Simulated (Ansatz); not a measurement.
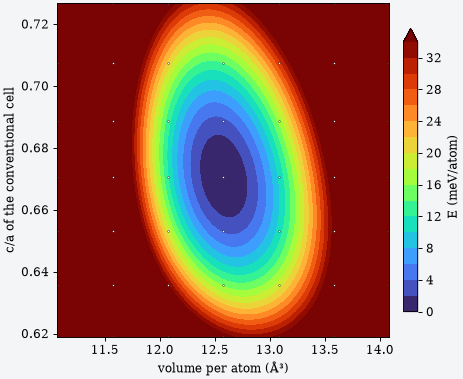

SnO₂ (P4_2/mnm, No. 136; 6 atoms in the cell). 
- The energy is mapped over volume and the cell's shape.
- The first coordinate is: volume per atom; the second: c/a of the conventional cell.
- Relaxed at each point: the atoms inside the fixed cell.
- The scan uses a 7 × 7 grid.
- Points are written as (first, second).
- Energies are in meV/atom, from the lowest grid point.
- These are results of DFT PBE, scalar-relativistic, plane waves, PAW (Ansatz), not measurements. Settings: cutoff 520 eV, k-mesh 6×6×10 in the order of the run's cell vectors, gaussian smearing 0.05 eV, no spin polarisation.

In the figure: filled contours, dots at the grid points, one colour for all values above the top of the scale. Between grid points the surface is interpolated.

Q: Where is the minimum, and how stiff is the well along each coordinate?

A: The interpolated minimum is at volume per atom ≈ 12.58 Å³, c/a of the conventional cell ≈ 0.671. The curvatures there are about 0.52 eV/(Å³)² and 138 eV, with a cross term of about 1.9 eV/Å³ (per cell of 6 atoms). Round the minimum the valley is somewhat tilted: raising volume per atom shifts the best value of c/a of the conventional cell downwards (coupling k₁₂/√(k₁₁k₂₂) about 0.2).

PAW datasets: the set soft_1.
